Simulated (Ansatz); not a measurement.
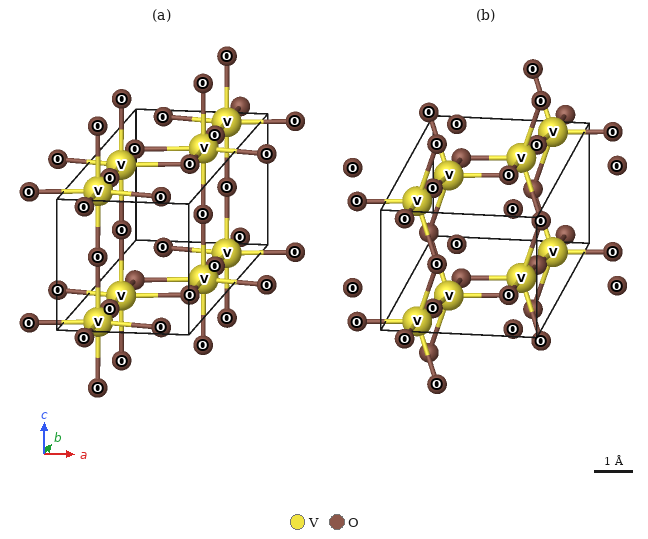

The structure of crystalline V$_{2}$O$_{5}$ (a generated structure, set up in P2/m) before (left) and after (right) a relaxation, at one scale.

Style: ball-and-stick. Shown: the conventional cell (2 times the calculation's cell), slightly off an axis. Lengths and directions refer to the drawn axes.

Case: Ta → V on all its sites, cell and atoms relaxed.

Computed with Ansatz 0.2.0, DFT r2SCAN, scalar-relativistic, plane waves, PAW. Set-up: plane-wave cutoff 500 eV; k-point mesh 10 × 10 × 6; occupations gaussian; smearing width 0.01 eV; no spin polarisation; cell and atoms relaxed; force threshold 0.01 eV/Å; at most 60 steps.

Q: What changed between the two?

A: The run was cut off at its time limit before the relaxation converged, so the last structure is only a point on the way. The largest moves relative to the cell, 0.38 Å, are those of O atoms. Largest moves by element: O 0.38 Å, V 0.25 Å. The volume changes by +13.1 %, with a 3.612 → 4.323 Å (+19.7 %), b 12.151 → 12.603 Å (+3.7 %), c 3.604 → 3.308 Å (−8.2 %), γ 90.0° → 96.9°. Some distances before and after: O–V 1.857 → 2.789 Å, O–V 1.856 → 1.615 Å, O–V 2.114 → 2.334 Å, V–V 3.120 → 3.052 Å. Bonds break, among them: O–V (1.86 → 2.79 Å). Among the angles between lasting bonds that change: O–V–O 175.3° → 136.3°, V–O–V 175.3° → 136.3°, O–V–O 89.5° → 107.2°. The space group (tolerance 0.01 Å) goes from Cmmm (No. 65) to P2/m (No. 10). The energy falls by 0.482 eV per cell of the calculation in 20 accepted moves (23 points after the start). The largest force component goes from 0.045 to 0.012 eV/Å. The pressure goes from −0.02 to 1.03 GPa. The line search rejected the trial steps at points 12, 17 of the run. The SCF was repeated once at an unchanged geometry on a basis and grid sized afresh for the cell, which shifted the energy by 67.9 meV per cell of the calculation at most. The run took 12 min on 2 threads of Intel(R) Xeon(R) Platinum 8375C CPU @ 2.90GHz (Ice Lake), with other jobs on the host, peak memory 0.99 GiB.
